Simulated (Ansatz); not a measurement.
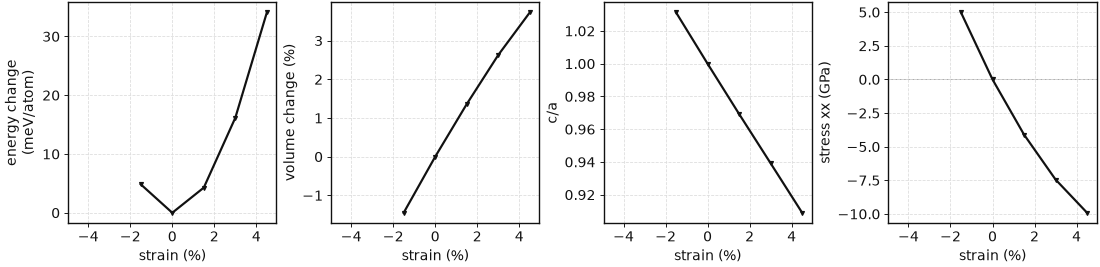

The picture above shows the energy change, volume change, c/a and stress xx against strain for Ni₃Ge, space group Pm-3m (No. 221).

Cell as given: a = 3.533 Å, b = 3.533 Å, c = 3.533 Å, α = 90.00°, β = 90.00°, γ = 90.00°; 4 atoms.

Calculation (Ansatz 0.2.0): energy, stress and cell of a relaxed crystal along a series of strains, atoms and what the cell freedom names relaxed within the symmetry; stress is positive in compression; plane waves with PAW datasets, Γ-centred k mesh; energies extrapolated to zero smearing. Level: r2SCAN, no spin polarisation.

- wave cutoff: 500 eV
- k mesh: 14×14×14
- occupations: Gaussian
- smearing width: 0.1 eV
- strain kind: biaxial in the ab plane
- cell freedom: length and tilt of c free

The stress yy equals the stress xx.

The points at strain −4.5 % and −3.0 % are left out of the plot. What values does the calculation give there?

| strain (%) | energy change (meV/atom) | volume change (%) | c/a | stress xx (GPa) |
| --- | --- | --- | --- | --- |
| −4.5 | 51.03 | −4.60 | 1.0953 | 18.41 |
| −3.0 | 20.99 | −2.98 | 1.0630 | 11.06 |

Keep in mind: no spin polarisation, a magnetic state may lie lower.
